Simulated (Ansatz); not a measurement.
Geometry relaxation, with input and output: WSi2 (part 2 of 2)

WSi2 (I4/mmm, 6 atoms in the cell); DFT r2SCAN, scalar-relativistic, plane waves, PAW, no spin polarisation (Ansatz 0.2.0); cutoff 500 eV, 12×12×6 k-mesh, Gaussian smearing of 0.1 eV. The structure derives from an entry of the Crystallography Open Database. It belongs to a series of runs on one base structure; here: biaxial strain in the a-b plane, c and atoms relaxed: +1.5 %.

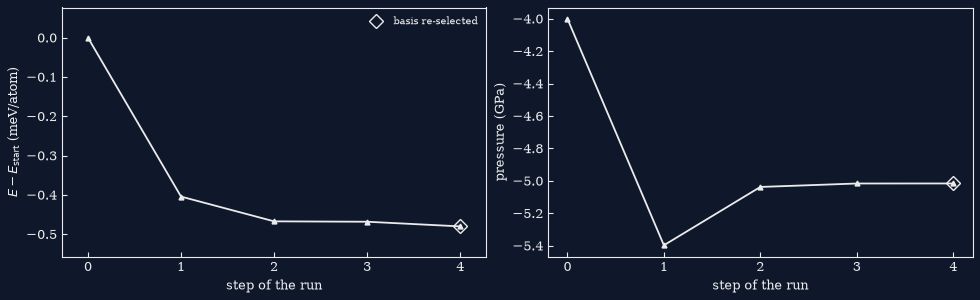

Figure 1. Progress of the relaxation, step by step (the first geometry is step 0 here and step 1 in the log). The energy falls by 0.5 meV per atom in 3 geometry steps. The largest force component goes from 0.046 to 0.0022 eV/Å. The pressure goes from −4.00 to −5.02 GPa. The atoms keep their places relative to the cell (all moves are under 0.005 Å). A last SCF at the same geometry on a re-selected plane-wave basis shifts the energy by next to nothing (0.0 meV per atom).

```
basis re-selected at this cell: Δ(F+E_penalty+E_count) = -7.075e-5 eV, ΔP = +0.000 GPa vs the last step (what re-selecting the basis moved, of the pressure what is left beyond the Pulay correction that the steps carried, after the strain that the cell walked since its last selection, with what the two solves' SCF thresholds leave and, on support functions, any second-order correction that the steps lacked; it is no measure of the basis error at this ecutwfc). This SCF's stress stands 2.94e-4 GPa from its target on what of the cell is left free (relax.cell.stress_tol is 1.50e-2 GPa) and its largest allowed force component is 2.18e-3 eV/Å (relax.f_tol is 8.00e-3 eV/Å): within both
SCF converged after 5 iterations
Free energy (F): -23352.677321 eV
Harris-Foulkes:  -23352.677321 eV  (|F-HF|=7.28e-12)
Internal energy: -23352.673786 eV  (E = F + TS)
E sigma→0 (E₀):  -23352.675553 eV
Entropy (-TS):   -0.003535 eV (-0.589 meV/atom)
Fermi energy:    16.271229 eV
--- Per-component energies (eV) ---
  E_band       = -208.616259
  E_kinetic    = 1080.772436
  E_local      = -1915.569873  (includes V_loc(G=0)·N_el)
  E_nonlocal   = 97.905195
  E_hartree    = 750.805131
  E_xc         = -711.727803
  E_vxc        = -731.615039  (∫ρ·V_xc dr)
  E_paw        = -19264.773044  (= ΣΔE_a)
  E_vpaw       = -277.663031  (= ΣTr[D̂ρ^β])
  E_aug_tail   = -0.000091  (compensation charges beyond the density's cutoff)
  E_vtau       = 35.943901  (kinetic-family band-sum trace: ∫τ·v_τ [+ j·A + Jᵃ·Aᵃ] dr)
  E_ewald      = -3388.604107
  E_core_change = -1.481630  (= ΣΔE_core)
  E_smearing   = -0.003535  (= −TS)
  E_closure    = 0.000000  (closes the sum)
  Σ components = -23352.677321   (vs F -23352.677321, Δ=0.00e0)
--- Forces (eV/Å), atoms counted from 1 ---
  atom   1  Si     0.00000000     0.00000000     0.00217903
  atom   2  Si     0.00000000     0.00000000    -0.00217903
  atom   3  Si     0.00000000     0.00000000     0.00217903
  atom   4  Si     0.00000000     0.00000000    -0.00217903
  atom   5  W      0.00000000     0.00000000     0.00000000
  atom   6  W      0.00000000     0.00000000     0.00000000
  max |Σ_I F_I| component: 4.34e-19 eV/Å
--- Stress (GPa, compression-positive) ---
       -7.523891      -0.000000       0.000000
       -0.000000      -7.523891       0.000000
        0.000000       0.000000      -0.000294
  P = ⅓ Tr σ = -5.0160 GPa (-50.160 kbar)
--- Band table (eV; the first three rows and the last of 112) ---
  k-point 0: bands = ["-59.4037", "-59.4035", "-23.0642", "-23.0530", "-23.0530", "-23.0515", "-23.0515", "-23.0442", "1.6609", "4.1569", "4.8122", "9.2816", "12.4825", "12.7381", "13.0649", "13.2436", "13.2436", "13.6605", "15.2251", "15.2251", "15.8119", "15.8119", "16.7683", "16.9701", "19.0835", "19.2725", "19.2725", "19.5870"]
  k-point 1: bands = ["-59.4036", "-59.4035", "-23.0629", "-23.0530", "-23.0530", "-23.0516", "-23.0516", "-23.0456", "1.7459", "3.6239", "5.4258", "8.9435", "12.5158", "13.0187", "13.0479", "13.3101", "13.3101", "13.7406", "14.8039", "14.8039", "16.3071", "16.3071", "16.7812", "16.9560", "18.6218", "19.0612", "19.0612", "19.7497"]
  k-point 2: bands = ["-59.4036", "-59.4035", "-23.0592", "-23.0527", "-23.0527", "-23.0519", "-23.0519", "-23.0492", "1.9981", "2.9612", "6.3272", "8.1773", "12.6104", "12.8989", "13.5080", "13.5080", "13.6389", "13.9211", "14.2722", "14.2722", "16.8169", "16.9178", "17.0524", "17.0524", "18.0363", "18.5241", "18.5241", "18.8724"]
  k-point 111: bands = ["-59.3898", "-59.3898", "-23.2238", "-23.2238", "-23.2238", "-23.2238", "-23.0088", "-23.0088", "6.3902", "6.3902", "9.3440", "9.3440", "9.4766", "9.4766", "9.4766", "9.4766", "13.1763", "13.1763", "13.7593", "13.7593", "13.7593", "13.7593", "16.6573", "16.6573", "19.3778", "19.3778", "19.9637", "19.9637"]
--- Relaxed structure (4 steps of the walk, 4 accepted, 1 SCFs on fresh bases) ---
  F+E_penalty+E_count = -23352.67732058 eV   max|allowed force component| = 2.179e-3 eV/Å   (the final SCF, on the basis selected at the relaxed cell)
  cell:  # Å, volume = 82.5204 Å³
    - [3.259462499, 7.398659305649837e-130, 0.0]
    - [7.398659305649837e-130, 3.259462499, 0.0]
    - [0.0, 0.0, 7.767283051737499]
  atoms:
    - { symbol: Si, position: [-1.1155814370188922e-36, 4.808540676805571e-37, 0.33516228644824536] }
    - { symbol: Si, position: [0.5, 0.5, 0.1648377135517547] }
    - { symbol: Si, position: [0.5, 0.5, 0.8351622864482454] }
    - { symbol: Si, position: [-3.077466033155565e-36, -6.731956947527797e-37, 0.6648377135517547] }
    - { symbol: W, position: [4.6546673751477915e-36, 1.4040938776272264e-36, -1.9128685657415793e-20] }
    - { symbol: W, position: [0.5, 0.5, 0.5] }
```

**Trajectory as extended XYZ (Å, eV, eV/Å), 5 frames, from step=1 to step=5**
```
6
Lattice="3.2595 0.0000 0.0000 0.0000 3.2595 0.0000 0.0000 0.0000 7.7344" Properties=species:S:1:pos:R:3:forces:R:3 step=1 energy=-23352.67444 pressure_GPa=-4.00
Si    0.0000    0.0000    2.5897    0.0000   0.0000   0.0463
Si    1.6297    1.6297    1.2775    0.0000   0.0000  -0.0463
Si    1.6297    1.6297    6.4568    0.0000   0.0000   0.0463
Si    0.0000    0.0000    5.1447    0.0000   0.0000  -0.0463
W     0.0000    0.0000    0.0000    0.0000   0.0000   0.0000
W     1.6297    1.6297    3.8672    0.0000   0.0000   0.0000
6
Lattice="3.2595 0.0000 0.0000 0.0000 3.2595 0.0000 0.0000 0.0000 7.7792" Properties=species:S:1:pos:R:3:forces:R:3 step=2 energy=-23352.67687 pressure_GPa=-5.40
Si    0.0000    0.0000    2.6070    0.0000   0.0000   0.0123
Si    1.6297    1.6297    1.2825    0.0000   0.0000  -0.0123
Si    1.6297    1.6297    6.4966    0.0000   0.0000   0.0123
Si    0.0000    0.0000    5.1721    0.0000   0.0000  -0.0123
W     0.0000    0.0000    0.0000    0.0000   0.0000   0.0000
W     1.6297    1.6297    3.8896    0.0000   0.0000   0.0000
6
Lattice="3.2595 0.0000 0.0000 0.0000 3.2595 0.0000 0.0000 0.0000 7.7678" Properties=species:S:1:pos:R:3:forces:R:3 step=3 energy=-23352.67724 pressure_GPa=-5.04
Si    0.0000    0.0000    2.6033    0.0000   0.0000   0.0069
Si    1.6297    1.6297    1.2806    0.0000   0.0000  -0.0069
Si    1.6297    1.6297    6.4871    0.0000   0.0000   0.0069
Si    0.0000    0.0000    5.1645    0.0000   0.0000  -0.0069
W     0.0000    0.0000    0.0000    0.0000   0.0000   0.0000
W     1.6297    1.6297    3.8839    0.0000   0.0000   0.0000
6
Lattice="3.2595 0.0000 0.0000 0.0000 3.2595 0.0000 0.0000 0.0000 7.7673" Properties=species:S:1:pos:R:3:forces:R:3 step=4 energy=-23352.67725 pressure_GPa=-5.02
Si    0.0000    0.0000    2.6033    0.0000   0.0000   0.0022
Si    1.6297    1.6297    1.2803    0.0000   0.0000  -0.0022
Si    1.6297    1.6297    6.4869    0.0000   0.0000   0.0022
Si    0.0000    0.0000    5.1640    0.0000   0.0000  -0.0022
W     0.0000    0.0000    0.0000    0.0000   0.0000   0.0000
W     1.6297    1.6297    3.8836    0.0000   0.0000   0.0000
6
Lattice="3.2595 0.0000 0.0000 0.0000 3.2595 0.0000 0.0000 0.0000 7.7673" Properties=species:S:1:pos:R:3:forces:R:3 step=5 energy=-23352.67732 pressure_GPa=-5.02
Si    0.0000    0.0000    2.6033    0.0000   0.0000   0.0022
Si    1.6297    1.6297    1.2803    0.0000   0.0000  -0.0022
Si    1.6297    1.6297    6.4869    0.0000   0.0000   0.0022
Si    0.0000    0.0000    5.1640    0.0000   0.0000  -0.0022
W     0.0000    0.0000    0.0000    0.0000   0.0000   0.0000
W     1.6297    1.6297    3.8836    0.0000   0.0000   0.0000
```

The run was set up as follows.

**Input**
```yaml
crystal:
  lattice:
    - [3.259462499, 0.0, 0.0]
    - [0.0, 3.259462499, 0.0]
    - [0.0, 0.0, 7.7343746509]
  atoms:
    - { symbol: Si, position: [0.0, 0.0, 0.3348248948] }
    - { symbol: Si, position: [0.5, 0.5, 0.1651751052] }
    - { symbol: Si, position: [0.5, 0.5, 0.8348248948] }
    - { symbol: Si, position: [0.0, 0.0, 0.6651751052] }
    - { symbol: W, position: [0.0, 0.0, 0.0] }
    - { symbol: W, position: [0.5, 0.5, 0.5] }
basis:
  ecutwfc: 500
kpoints:
  mp_grid: { grid: [12, 12, 6] }
hamiltonian:
  xc: r2scan
scf:
  occupations: { method: gaussian, width: 0.1 }
output:
  forces: true
  stress: true
  eigenvalues: true
relax:
  adjacent_minimum: "off"
  f_tol: 0.008
  max_steps: 40
  cell: { stress_tol: 0.015, fix: [a, b, gamma] }
```

Launched with:
```bash
ansatz run input.yaml --threads 1 --pin off --max-ram 2560MiB --backend cpu --events-out ev --progress --plain --runs-dir out
```

**Results in brief**

- outcome: converged
- space group (tolerance 0.01 Å): I4/mmm (139)
- electrons treated: 44
- free energy: −23352.6773 eV
- Fermi energy: 16.271 eV
- gap on the k-point mesh: none (metallic)
- pressure: −5.02 GPa
- final volume: 82.52 Å³
- largest force (length of the vector) at the end: 0.002 eV/Å
- final cell: a = 3.259 Å, b = 3.259 Å, c = 7.767 Å, α = 90.00°, β = 90.00°, γ = 90.00°
- hardware: 1 thread of Intel Xeon (Granite Rapids), 32 GiB of memory available, shared host
- wall time: 61 s
- peak memory: 0.74 GiB

**Remarks**

Spin–orbit coupling is left out, which matters for W.
